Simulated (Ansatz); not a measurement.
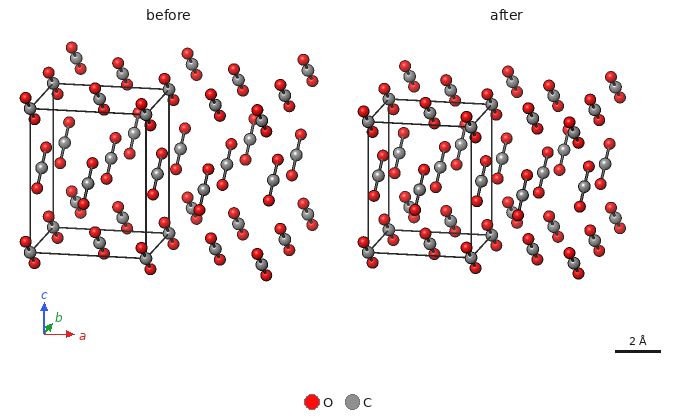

The structure of a crystal of CO$_{2}$ (set up in Cmce) before (left) and after (right) a relaxation, at one scale.

The picture is a ball-and-stick view of the conventional cell (2 times the calculation's cell), repeated 2 × 2 × 1 with one cell outlined, seen from a free direction. Lengths and directions refer to the drawn axes.

The run lets cell and atoms move.

Level of theory: Ansatz 0.2.0, Kohn-Sham DFT of a periodic cell, PBEsol, Ansatz PAW.

Input file:
```yaml
crystal:
  lattice:
    - [2.63591123, -2.38737812, 0.0]
    - [2.63591123, 2.38737812, 0.0]
    - [0.0, 0.0, 6.58717491]
  atoms:
    - { symbol: O, position: [0.30650857, 0.69349143, 0.60815661] }
    - { symbol: O, position: [0.69349143, 0.30650857, 0.39184339] }
    - { symbol: O, position: [0.19349143, 0.80650857, 0.10815661] }
    - { symbol: O, position: [0.80650857, 0.19349143, 0.89184339] }
    - { symbol: C, position: [0.5, 0.5, 0.5] }
    - { symbol: C, position: [0.0, 0.0, 0.0] }
hamiltonian:
  xc: pbesol
  pseudopotentials: { kind: paw }
kpoints:
  mp_grid: { grid: [8, 8, 4] }
scf:
  occupations: { method: fermi_dirac, width: 0.05 }
output:
  forces: true
  stress: true
  eigenvalues: true
relax:
  f_tol: 0.01
  max_steps: 40
  cell: { stress_tol: 0.05, p_target: 10.0 }
```

Command:
```bash
ansatz run input.yaml --threads 2 --pin off --max-ram 5632MiB --backend cpu --events-out ev --progress --plain --runs-dir out
```

Q: What changed between the two?

A: The largest moves relative to the cell, 0.11 Å, are those of O atoms. C stays in place. Cell: a 5.272 → 4.684 Å (−11.1 %), b 4.775 → 4.298 Å (−10.0 %), c 6.587 → 5.986 Å (−9.1 %). Volume −27.3 %. Near-neighbour distances that change, for instance: C–O 1.167 → 1.162 Å. The space group stays Cmce (No. 64). After 9 accepted moves (12 points after the start) the energy has risen by 97.0 meV per atom. With the target pressure of 10 GPa, the enthalpy E + pV changes by −139 meV per atom. Largest force component: 0.032 eV/Å at the start, 0.0013 eV/Å at the end. The pressure goes from 0.98 to 9.99 GPa. The SCF was repeated 3 times at an unchanged geometry on a basis and grid sized afresh for the cell, which shifted the energy by 5.8 meV per atom at most. Cost: 31 s on 2 threads of Intel(R) Xeon(R) Platinum 8259CL CPU @ 2.50GHz (Skylake/Cascade Lake) (shared host), peak memory 0.46 GiB.

Limits of the set-up: layers or molecules are held without a dispersion correction, so their spacing is unreliable.
